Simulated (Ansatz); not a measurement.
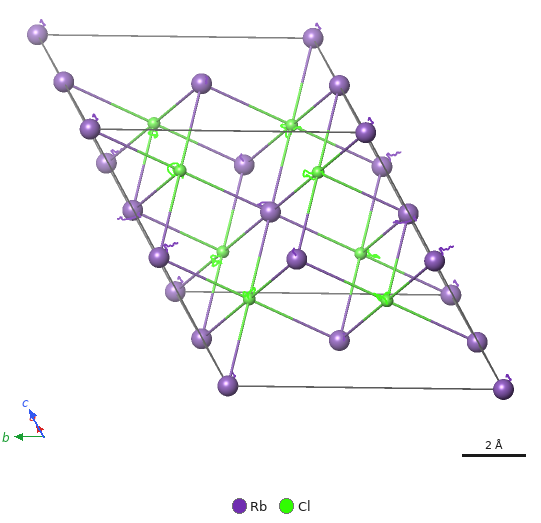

A Born-Oppenheimer molecular dynamics run of RbCl with a Rb vacancy (15 atoms in the cell), 280 fs long. Lines trace each atom's path, in the colour of its element; spheres stand at the starting positions. Seen from a free direction in the reduced simulation cell.

Level of theory: Ansatz, DFT r2SCAN, scalar-relativistic, plane waves, PAW. Set-up: plane-wave cutoff 500 eV; k-point mesh 1 × 1 × 1; Fermi-Dirac smearing 0.05 eV; low-accuracy preset; Langevin thermostat (NVT); set temperature 1440 K; time step 2 fs; friction 0.05 per fs.

> What do the traces tell about the motion?

In the second half of the run the atoms are, in the root-mean-square, this far from where they began (common drift taken out): Cl 0.52 Å, Rb 0.46 Å. That is small against the typical shortest distance between atoms in the first frame, about 3.3 Å: the atoms vibrate about their sites and the arrangement holds. Over the second half the temperature averages 1436 K (spread ±219 K). The potential energy in the second half lies on average 106 meV per atom above the first frame.

Limits of the set-up: the cell has an odd number of electrons but was run without spin polarisation; the program's low-accuracy preset was used.

The run took 32 min on 2 threads of Intel(R) Xeon(R) Platinum 8488C (Sapphire Rapids), with other jobs on the host, peak memory 1.4 GiB.
